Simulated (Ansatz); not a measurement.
Geometry relaxation, with input and output: SrTiO3 (part 1 of 3)

- system: SrTiO3 (slab, 20 atoms in the cell)
- method: DFT PBE+D3(BJ), scalar-relativistic, plane waves, PAW, no spin polarisation (Ansatz 0.2.0)

The structure derives from an entry of the Crystallography Open Database. The input holds or restrains some coordinates. Forces given for the steps count only the free coordinates. Figures and captions count atoms from 1; the log counts them from 0 in places.

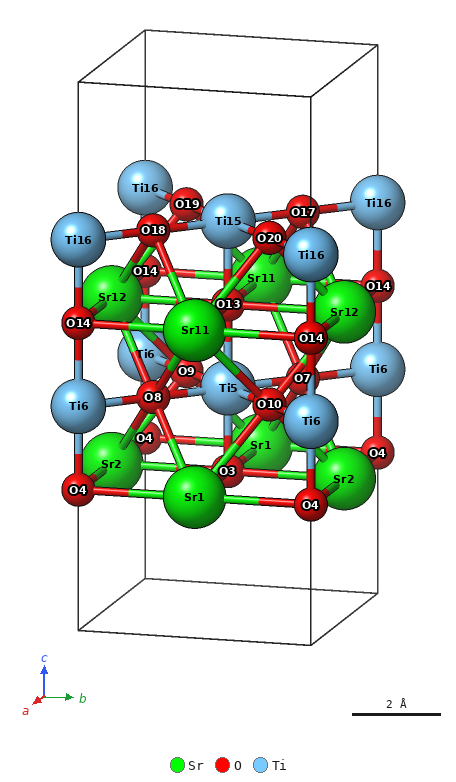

Fig. 1: The structure as given in the input (ball-and-stick view of the cell of the calculation, with the vacuum cut short, seen slightly off an axis; atoms are numbered from 1 in the order of the input). An atom can appear more than once, as a periodic image.

Summary:

```tsv
quantity	value
outcome	converged under the restraints of the input
electrons treated	160
free energy	−31017.5585 eV
work function, top face	4.83 eV
work function, bottom face	1.41 eV
Fermi energy	1.765 eV
gap on the k-point mesh	0.93 eV
final volume	699.05 Å³
work function (upper face)	4.83 eV
largest force (length of the vector) at the end, held atoms and coordinates included	1.635 eV/Å
hardware	4 threads of Intel Xeon @ 2.90GHz (Ice Lake), 64 GiB of memory available, shared host
wall time	64 s (CPU time 4.1 min)
peak memory	1.8 GiB
```

Notes:

The program warns: the exchange-correlation potential is rough where the density is thin.

Input:
```yaml
crystal:
  lattice:
    - [5.529309238, 0.0, 0.0]
    - [0.0, 5.529309238, 0.0]
    - [0.0, 0.0, 22.8647180862]
  atoms:
    - { symbol: Sr, position: [0.0, 0.5, 0.3717517954] }
    - { symbol: Sr, position: [0.5, 0.0, 0.3717517954] }
    - { symbol: O, position: [0.5, 0.5, 0.3717517954] }
    - { symbol: O, position: [0.0, 0.0, 0.3717517954] }
    - { symbol: Ti, position: [0.5, 0.5, 0.4572505985] }
    - { symbol: Ti, position: [0.0, 0.0, 0.4572505985] }
    - { symbol: O, position: [0.25, 0.75, 0.4572505985] }
    - { symbol: O, position: [0.75, 0.25, 0.4572505985] }
    - { symbol: O, position: [0.25, 0.25, 0.4572505985] }
    - { symbol: O, position: [0.75, 0.75, 0.4572505985] }
    - { symbol: Sr, position: [0.0, 0.5, 0.5427494015] }
    - { symbol: Sr, position: [0.5, 0.0, 0.5427494015] }
    - { symbol: O, position: [0.5, 0.5, 0.5427494015] }
    - { symbol: O, position: [0.0, 0.0, 0.5427494015] }
    - { symbol: Ti, position: [0.5, 0.5, 0.6282482046] }
    - { symbol: Ti, position: [0.0, 0.0, 0.6282482046] }
    - { symbol: O, position: [0.25, 0.75, 0.6282482046] }
    - { symbol: O, position: [0.75, 0.25, 0.6282482046] }
    - { symbol: O, position: [0.25, 0.25, 0.6282482046] }
    - { symbol: O, position: [0.75, 0.75, 0.6282482046] }
basis:
  ecutwfc: 420
kpoints:
  mp_grid: { grid: [5, 5, 1] }
hamiltonian:
  xc: pbe
  dispersion: d3bj
scf:
  occupations: { method: gaussian, width: 0.05 }
output:
  forces: true
  eigenvalues: true
  write_density: true
  write_potential: true
  elf: true
  volumetric_format: npy
relax:
  adjacent_minimum: "off"
  f_tol: 0.03
  max_steps: 70
  constraints: [{ sites: [0, 1, 2, 3, 4, 5, 6, 7, 8, 9] }]
efield:
  axis: 3
  dipole_correction: true
```

Run as:
```bash
ansatz run input.yaml --threads 4 --pin off --max-ram 10240MiB --backend cpu --events-out ev --progress --plain --runs-dir out
```

Output:
```
Engine: ansatz 0.2.0, x86_64-unknown-linux-gnu
Pseudopotentials: kind: paw
Pseudopotential: Sr, paw, valence charge 10, recommended cutoff 420 eV (normal), Sr.paw.azcp
Pseudopotential: O, paw, valence charge 6, recommended cutoff 420 eV (normal), O.paw.azcp
Pseudopotential: Ti, paw, valence charge 12, recommended cutoff 420 eV (normal), Ti.paw.azcp
Functional definition: PBE
  parameter kappa = 0.804
  parameter beta = 0.06672455060314922
  exchange = pbe_x(kappa = kappa, mu = beta*pi^2/3)
  correlation = pbe_c(beta = beta)
Crystal: 20 atoms, lattice volume = 699.049 Å³
Basis set: ecut = 420 eV, 13657 PW (Γ), exchange–correlation on 80×80×320 points (8 copies of the dense FFT grid, shifted against one another)
Bands: 100, of which v1, the nominal top of the filled ones, is band 80 counted from 1 (79 counted from 0)
Symmetry: 16 space group operations
Space group: P4mm (ITA 99), of the structure as read, at distance tolerance 8.9e-5 Å
k-points: 6 of 25
Non-local potential: Sr, projectors of the file, l = 0: 3, l = 1: 2, l = 2: 2
Non-local potential: O, projectors of the file, l = 0: 2, l = 1: 2, l = 2: 1
Non-local potential: Ti, projectors of the file, l = 0: 3, l = 1: 2, l = 2: 3, l = 3: 1
PAW form: soft (Blöchl's): semilocal exchange-correlation on the pseudo side does not see the compensation charge
PAW one-centre angular grid: Sr, 110 points (default); XC on 64 Gauss nodes
PAW one-centre angular grid: O, 110 points (default); XC on 64 Gauss nodes
PAW one-centre angular grid: Ti, 590 points (default); XC on 64 Gauss nodes
Initial density: superposition of atomic densities (neutral atoms: chi_scale 0, normalization atom), corrected by the library's trained network
Initial wavefunctions: pseudopotential atomic-orbital guess
Functional: x = pbe(κ = 0.804, μ = 0.2195149727645171), c = pbe(β = 0.06672455060314922)
SCF iter   1: F=—  HF=-31017.208771 eV  |F-HF|=—  |Δ(HF+E_count)|=         —  Δρ=1.50e-3  dr2=2.49e-2  ethr=1.77e-3  p=-0.469 e·Å  D=-1.21e-1 V/Å  ΔV_dip=2.78 eV  dr2_dipole=1.92e-3  V_vac-E_F(+/−)=4.34/1.57 eV  ⟨swp⟩=10.7  Hψ=3216  notcnv=0  defer=6
efield: sawtooth ramp at fractional position 0.9500 (placed from the atoms, in the widest stretch of the axis that holds none; the zero of the levels goes with the place), width 0.1000; the density the first Hamiltonian is built on has a dipole p = -0.469 e·Å; the dipole correction subtracts the counter field D = -1.21e-1 V/Å, which shifts the + side's vacuum level by +2.78 eV against the − side's; the planar-averaged density in the ramp window peaks in size at 3.3e-5 e/Å³
preconditioner: auto → Resta (q_TF=auto, 2.134 Å⁻¹)  ε∞=2.9  [insulator: Δε(μ)=0.646 eV  Ē_g=11.249 eV  σ=0.050 eV  W_gap=1.00  n_scr=110 (ndim 8)  ℏωp=15.4 eV  f_vac=0.606  D(μ)=0.00/eV (n_scr^D=0)  ε∞_Penn≈2.9  vacuum switching on, ρ_ref=9.2e-3 e/Å³]
SCF iter   2: F=—  HF=-31017.214898 eV  |F-HF|=—  |Δ(HF+E_count)|=   6.13e-3  Δρ=9.43e-4  dr2=5.03e-3  ethr=1.56e-5  p=-0.462 e·Å  D=-1.20e-1 V/Å  ΔV_dip=2.74 eV  dr2_dipole=1.28e-4  V_vac-E_F(+/−)=4.26/1.52 eV  ⟨swp⟩=3.2  Hψ=1260  notcnv=0  defer=74
SCF iter   3: F=—  HF=-31017.215255 eV  |F-HF|=—  |Δ(HF+E_count)|=   3.58e-4  Δρ=5.64e-4  dr2=2.71e-3  ethr=3.15e-6  p=-0.475 e·Å  D=-1.23e-1 V/Å  ΔV_dip=2.81 eV  dr2_dipole=2.26e-5  V_vac-E_F(+/−)=4.27/1.46 eV  ⟨swp⟩=2.0  Hψ=882  notcnv=0  defer=74
SCF iter   4: F=—  HF=-31017.215721 eV  |F-HF|=—  |Δ(HF+E_count)|=   4.66e-4  Δρ=2.22e-4  dr2=3.90e-4  ethr=1.69e-6  p=-0.482 e·Å  D=-1.25e-1 V/Å  ΔV_dip=2.85 eV  dr2_dipole=2.81e-5  V_vac-E_F(+/−)=4.25/1.40 eV  ⟨swp⟩=2.0  Hψ=811  notcnv=0  defer=73
SCF iter   5: F=—  HF=-31017.215741 eV  |F-HF|=—  |Δ(HF+E_count)|=   1.98e-5  Δρ=1.26e-4  dr2=1.15e-4  ethr=2.44e-7  p=-0.486 e·Å  D=-1.26e-1 V/Å  ΔV_dip=2.88 eV  dr2_dipole=1.94e-6  V_vac-E_F(+/−)=4.26/1.38 eV  ⟨swp⟩=2.0  Hψ=852  notcnv=0  defer=68
SCF iter   6: F=-31017.215731 eV  HF=-31017.215728 eV  |F-HF|=2.55e-6  |Δ(HF+E_count)|=   1.25e-5  Δρ=3.47e-5  dr2=8.79e-6  ethr=1.41e-8  p=-0.488 e·Å  D=-1.26e-1 V/Å  ΔV_dip=2.89 eV  dr2_dipole=7.95e-8  V_vac-E_F(+/−)=4.26/1.37 eV  ⟨swp⟩=24.3  Hψ=7287  notcnv=0
SCF 1 converged in 6 iterations: F = -31017.215731 eV  dr2 = 8.79e-6
  greatest PAW one-centre occupation: 0.999 electrons in one spin orbital (limit 2), on the Ti atom at site 5 (counted from 0), in its partial waves of l = 0
relax step   1: F+E_penalty+E_count = -31017.21573078 eV  Δ(F+E_penalty+E_count) = +0.000e0 eV  max|allowed force component| = 1.982e0 eV/Å  Δτ_max = 0.0000 Å  (6 SCF iters, dr2 threshold 2.25e-5 eV, accepted)
Initial density: handed on by an earlier stage of this run
Initial wavefunctions: those handed on with the density
iter 1 solved again at ethr=8.17e-5 eV; its pass at ethr=3.10e-3 eV (dr2=1.31e-1 eV) is discarded
SCF iter   1: F=—  HF=-31017.451960 eV  |F-HF|=—  |Δ(HF+E_count)|=         —  Δρ=3.01e-3  dr2=1.34e-1  ethr=8.17e-5  p=-0.488 e·Å  D=-1.26e-1 V/Å  ΔV_dip=2.89 eV  dr2_dipole=2.00e-2  V_vac-E_F(+/−)=4.47/1.58 eV  ⟨swp⟩=2.2  Hψ=2120  notcnv=0  defer=82
efield: sawtooth ramp at fractional position 0.9500 (handed on by an earlier solve), width 0.1000; the density the first Hamiltonian is built on has a dipole p = -0.488 e·Å; the dipole correction subtracts the counter field D = -1.26e-1 V/Å, which shifts the + side's vacuum level by +2.89 eV against the − side's; the planar-averaged density in the ramp window peaks in size at 2.3e-6 e/Å³
preconditioner: auto → Resta (q_TF=auto, 2.134 Å⁻¹)  ε∞=2.9  [insulator: Δε(μ)=1.259 eV  Ē_g=11.297 eV  σ=0.050 eV  W_gap=1.00  n_scr=110 (ndim 8)  ℏωp=15.4 eV  f_vac=0.606  D(μ)=0.00/eV (n_scr^D=0)  ε∞_Penn≈2.9  vacuum switching on, ρ_ref=9.3e-3 e/Å³]
SCF iter   2: F=—  HF=-31017.427492 eV  |F-HF|=—  |Δ(HF+E_count)|=   2.45e-2  Δρ=2.04e-3  dr2=2.28e-2  ethr=8.17e-5  p=-0.422 e·Å  D=-1.09e-1 V/Å  ΔV_dip=2.50 eV  dr2_dipole=3.71e-4  V_vac-E_F(+/−)=4.33/1.83 eV  ⟨swp⟩=4.0  Hψ=924  notcnv=0  defer=83
SCF iter   3: F=—  HF=-31017.424530 eV  |F-HF|=—  |Δ(HF+E_count)|=   2.96e-3  Δρ=1.35e-3  dr2=1.27e-2  ethr=1.43e-5  p=-0.434 e·Å  D=-1.12e-1 V/Å  ΔV_dip=2.57 eV  dr2_dipole=1.47e-4  V_vac-E_F(+/−)=4.36/1.79 eV  ⟨swp⟩=2.0  Hψ=1034  notcnv=0  defer=88
SCF iter   4: F=—  HF=-31017.423093 eV  |F-HF|=—  |Δ(HF+E_count)|=   1.44e-3  Δρ=4.96e-4  dr2=1.58e-3  ethr=7.91e-6  p=-0.433 e·Å  D=-1.12e-1 V/Å  ΔV_dip=2.56 eV  dr2_dipole=6.18e-5  V_vac-E_F(+/−)=4.38/1.82 eV  ⟨swp⟩=2.0  Hψ=801  notcnv=0  defer=88
SCF iter   5: F=—  HF=-31017.423126 eV  |F-HF|=—  |Δ(HF+E_count)|=   3.31e-5  Δρ=2.40e-4  dr2=4.42e-4  ethr=9.89e-7  p=-0.437 e·Å  D=-1.13e-1 V/Å  ΔV_dip=2.59 eV  dr2_dipole=1.24e-8  V_vac-E_F(+/−)=4.40/1.81 eV  ⟨swp⟩=2.0  Hψ=843  notcnv=0  defer=88
SCF iter   6: F=-31017.423116 eV  HF=-31017.423111 eV  |F-HF|=4.27e-6  |Δ(HF+E_count)|=   1.42e-5  Δρ=8.24e-5  dr2=4.42e-5  ethr=6.25e-8  p=-0.438 e·Å  D=-1.13e-1 V/Å  ΔV_dip=2.59 eV  dr2_dipole=1.14e-6  V_vac-E_F(+/−)=4.40/1.81 eV  ⟨swp⟩=23.2  Hψ=7500  notcnv=0
SCF 2 converged in 6 iterations: F = -31017.423116 eV  dr2 = 4.42e-5
relax step   2: F+E_penalty+E_count = -31017.42311576 eV  Δ(F+E_penalty+E_count) = -2.074e-1 eV  max|allowed force component| = 1.995e0 eV/Å  Δτ_max = 0.1959 Å  (6 SCF iters, dr2 threshold 1.00e-4 eV, accepted)
SCF iter   1: F=—  HF=-31017.548437 eV  |F-HF|=—  |Δ(HF+E_count)|=         —  Δρ=1.05e-2  dr2=2.31e0  ethr=5.45e-4  p=-0.438 e·Å  D=-1.13e-1 V/Å  ΔV_dip=2.59 eV  dr2_dipole=4.00e-1  V_vac-E_F(+/−)=4.50/1.91 eV  ⟨swp⟩=5.3  Hψ=1783  notcnv=0  defer=69
efield: sawtooth ramp at fractional position 0.9500 (handed on by an earlier solve), width 0.1000; the density the first Hamiltonian is built on has a dipole p = -0.438 e·Å; the dipole correction subtracts the counter field D = -1.13e-1 V/Å, which shifts the + side's vacuum level by +2.59 eV against the − side's; the planar-averaged density in the ramp window peaks in size at 4.2e-6 e/Å³
preconditioner: auto → Resta (q_TF=auto, 2.134 Å⁻¹)  ε∞=2.8  [insulator: Δε(μ)=1.497 eV  Ē_g=11.511 eV  σ=0.050 eV  W_gap=1.00  n_scr=110 (ndim 8)  ℏωp=15.4 eV  f_vac=0.610  D(μ)=0.00/eV (n_scr^D=0)  ε∞_Penn≈2.8  vacuum switching on, ρ_ref=9.6e-3 e/Å³]
SCF iter   2: F=—  HF=-31017.072287 eV  |F-HF|=—  |Δ(HF+E_count)|=   4.76e-1  Δρ=6.89e-3  dr2=4.10e-1  ethr=5.45e-4  p=-0.765 e·Å  D=-1.98e-1 V/Å  ΔV_dip=4.53 eV  dr2_dipole=4.98e-2  V_vac-E_F(+/−)=5.46/0.93 eV  ⟨swp⟩=3.3  Hψ=1166  notcnv=0  defer=82
preconditioner: auto → LDOS  [metal: Δε(μ)=0.016 eV  Ē_g=11.511 eV  σ=0.050 eV  W_gap=0.18  n_scr=110 (ndim 8)  ℏωp=15.4 eV  f_vac=0.610  D(μ)=1.76/eV (n_scr^D=4)  β→1.0]
SCF iter   3: F=—  HF=-31017.076565 eV  |F-HF|=—  |Δ(HF+E_count)|=   4.28e-3  Δρ=7.61e-3  dr2=4.85e-1  ethr=2.56e-4  p=-0.686 e·Å  D=-1.77e-1 V/Å  ΔV_dip=4.06 eV  dr2_dipole=2.95e-2  V_vac-E_F(+/−)=5.21/1.15 eV  ⟨swp⟩=2.5  Hψ=1210  notcnv=0  defer=78
SCF iter   4: F=—  HF=-31016.991353 eV  |F-HF|=—  |Δ(HF+E_count)|=   8.52e-2  Δρ=1.36e-3  dr2=1.87e-2  ethr=2.56e-4  p=-0.720 e·Å  D=-1.86e-1 V/Å  ΔV_dip=4.26 eV  dr2_dipole=5.48e-3  V_vac-E_F(+/−)=5.41/1.14 eV  ⟨swp⟩=2.7  Hψ=917  notcnv=0  defer=78
SCF iter   5: F=—  HF=-31016.986895 eV  |F-HF|=—  |Δ(HF+E_count)|=   4.46e-3  Δρ=6.04e-4  dr2=4.93e-3  ethr=1.17e-5  p=-0.734 e·Å  D=-1.90e-1 V/Å  ΔV_dip=4.34 eV  dr2_dipole=1.56e-3  V_vac-E_F(+/−)=5.46/1.11 eV  ⟨swp⟩=2.2  Hψ=845  notcnv=0  defer=79
SCF iter   6: F=—  HF=-31016.986346 eV  |F-HF|=—  |Δ(HF+E_count)|=   5.49e-4  Δρ=4.51e-4  dr2=1.85e-3  ethr=3.08e-6  p=-0.744 e·Å  D=-1.93e-1 V/Å  ΔV_dip=4.41 eV  dr2_dipole=2.64e-4  V_vac-E_F(+/−)=5.49/1.08 eV  ⟨swp⟩=2.0  Hψ=753  notcnv=0  defer=79
SCF iter   7: F=—  HF=-31016.986057 eV  |F-HF|=—  |Δ(HF+E_count)|=   2.90e-4  Δρ=7.51e-5  dr2=6.92e-5  ethr=1.16e-6  p=-0.749 e·Å  D=-1.94e-1 V/Å  ΔV_dip=4.43 eV  dr2_dipole=1.13e-5  V_vac-E_F(+/−)=5.50/1.07 eV  ⟨swp⟩=2.2  Hψ=851  notcnv=0  defer=78
SCF iter   8: F=-31016.986030 eV  HF=-31016.986056 eV  |F-HF|=2.56e-5  |Δ(HF+E_count)|=   8.32e-7  Δρ=5.02e-5  dr2=3.06e-5  ethr=4.32e-8  p=-0.749 e·Å  D=-1.94e-1 V/Å  ΔV_dip=4.43 eV  dr2_dipole=8.82e-6  V_vac-E_F(+/−)=5.50/1.07 eV  ⟨swp⟩=26.8  Hψ=8225  notcnv=0
SCF 3 converged in 8 iterations: F = -31016.986030 eV  dr2 = 3.06e-5
relax step   3: F+E_penalty+E_count = -31016.98603023 eV  Δ(F+E_penalty+E_count) = +4.371e-1 eV  max|allowed force component| = 4.742e0 eV/Å  Δτ_max = 0.1296 Å  (8 SCF iters, dr2 threshold 1.00e-4 eV, rejected (line search))
iter 1 solved again at ethr=8.14e-4 eV; its pass at ethr=3.10e-3 eV (dr2=1.30e0 eV) is discarded
```
